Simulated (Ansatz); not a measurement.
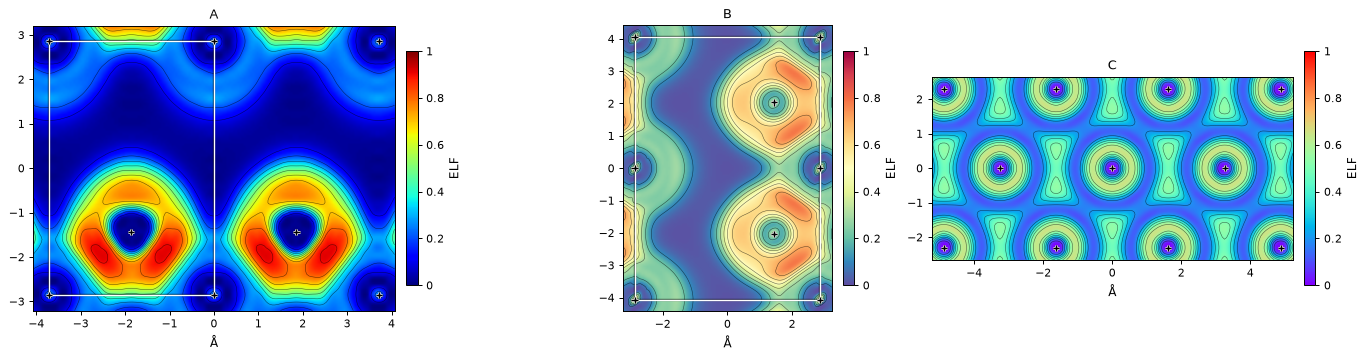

The ELF of 3 systems, each on a plane through atoms (crosses mark nuclei in the plane).

Computed with DFT PBE, scalar-relativistic, plane waves, PAW (Ansatz).

System 1: GaP, the (100) plane of the conventional cell. Space group I-4m2; a structure from a database of computed crystals, not necessarily the ambient phase; changed on purpose from its base cell (biaxial strain in the a-b plane, c and atoms relaxed: -4.5 %); computed pressure about 5 GPa in this cell.

System 2: Ti, the (110) plane of the conventional cell. Space group Im-3m; computed without spin polarisation.

```xyz
2
Lattice="3.2555 0.0000 0.0000 0.0000 3.2555 0.0000 0.0000 0.0000 3.2555" Properties=species:S:1:pos:R:3 pbc="T T T"
Ti    0.0000    0.0000    0.0000
Ti    1.6278    1.6278    1.6278
```

System 3: GaAs, the (110) plane of the conventional cell. Space group F-43m.

```
Ga As
1.0
     5.74538    0.00000    0.00000
     0.00000    0.00000   -5.74538
     0.00000    5.74538    0.00000
Ga As
4 4
Direct
  0.50000 0.50000 0.00000
  0.00000 0.50000 0.50000
  0.00000 0.00000 0.00000
  0.50000 0.00000 0.50000
  0.75000 0.75000 0.25000
  0.25000 0.75000 0.75000
  0.25000 0.25000 0.25000
  0.75000 0.25000 0.75000
```

Q: Match each panel to its system.

A: Panel A is system 1, GaP: the plane holds Ga and P. Ga–P (2.34 Å): the ELF peaks at about 0.90 in the valence shell of P, 0.9 Å from its nucleus, and is about 0.75 at the midpoint. Panel B is system 3, GaAs: the plane holds Ga and As. Ga–As (2.49 Å): the ELF peaks at about 0.80 between the atoms: localised, covalent bonding. Panel C is system 2, Ti: the plane holds Ti. Ti–Ti (2.82 Å): the ELF is about 0.15 at the midpoint (no shared electron pair shows on this line).
